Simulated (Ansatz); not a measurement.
Li₂Se

Input file:

```
crystal:
  lattice:
    - [0.0, 3.0025, 3.0025]
    - [3.0025, 0.0, 3.0025]
    - [3.0025, 3.0025, 0.0]
  atoms:
    - { symbol: Li, position: [0.25, 0.25, 0.25] }
    - { symbol: Li, position: [0.75, 0.75, 0.75] }
    - { symbol: Se, position: [0.0, 0.0, 0.0] }
basis:
  ecutwfc: 420
kpoints:
  mp_grid: { grid: [8, 8, 8] }
hamiltonian:
  xc: pbe
scf:
  occupations: { method: gaussian, width: 0.02 }
output:
  forces: true
  stress: true
  eigenvalues: true
  write_density: true
  write_potential: true
  elf: true
  volumetric_format: npy
relax:
  adjacent_minimum: "off"
  f_tol: 0.005
  max_steps: 80
  cell: { stress_tol: 0.05 }
```

Launched as:

```sh
ansatz run input.yaml --threads 1 --pin off --max-ram 2560MiB --backend cpu --events-out ev --progress --plain --runs-dir out
```

Below, planes, directions and counts refer to the conventional cell (a = 6.00 Å, b = 6.00 Å, c = 6.00 Å, α = 90.00°, β = 90.00°, γ = 90.00°).

The fields are those of the relaxed geometry.

Space group Fm-3m.

All numbers below come from DFT PBE, scalar-relativistic, plane waves, PAW (Ansatz).

Core electrons are frozen (PAW), and the valence fields are smoothed inside the atomic spheres.

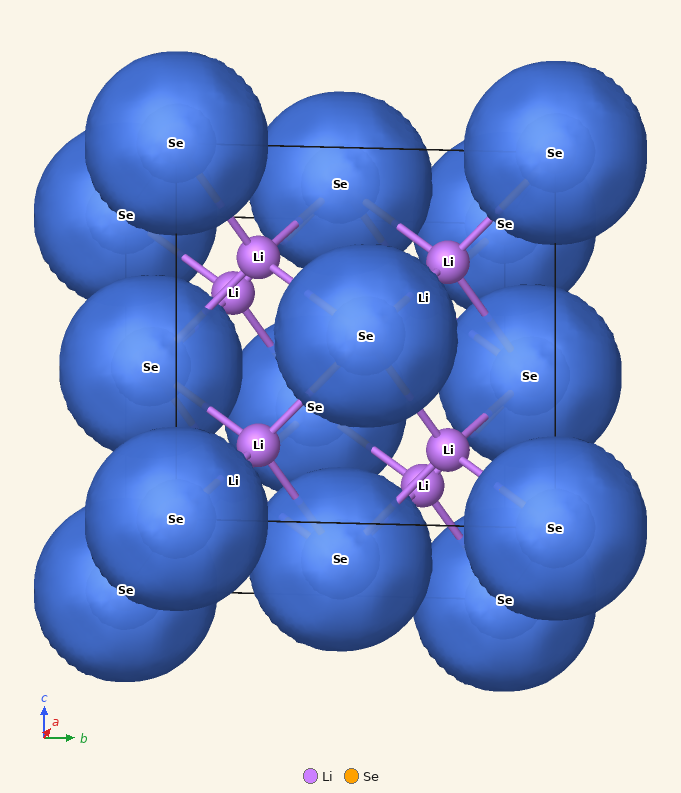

Figure 1. Isosurface of the ELF at 0.7 (blue), seen at an oblique angle. Only the valence region is drawn (cores and ρ < 0.01 e/Å³ removed). Sticks mark near contacts.

Q: Where are the electrons localised?

A: The ELF exceeds this value in four regions wrapped around Se (the valence shell of each), counted in one cell of 12 atoms. Any copies at cell faces, edges or corners count once. Along the contacts the grid gives the following. Li–Se (2.60 Å): the ELF is about 0.80 at the midpoint; a largely ionic contact.

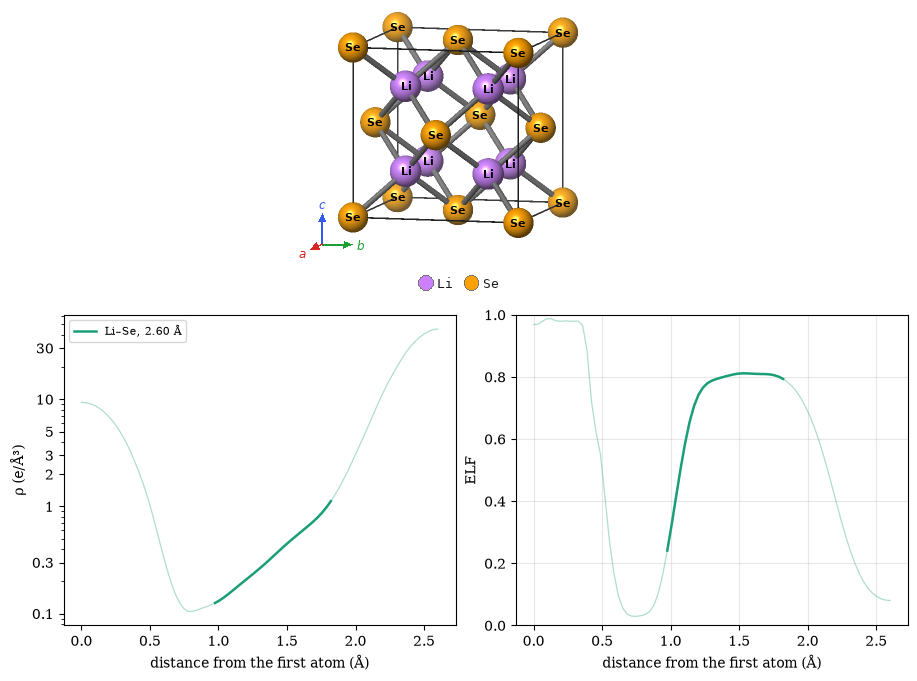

Figure 2. Valence electron density and electron localisation function along straight lines between neighbouring atoms. Thin, pale parts lie inside the atomic spheres. The structure is drawn too.

Q: What kind of bonding do the profiles show?

A: Li–Se (2.60 Å): ρ is about 0.26 e/Å³ halfway; the ELF is about 0.80 at the midpoint (a closed-shell, largely ionic contact).

Q: Does the calculation make it a metal, or give it a gap?

A: It is gapped, with a Kohn–Sham gap of 3.0 eV on the k-point mesh, an upper bound to the gap of this method.
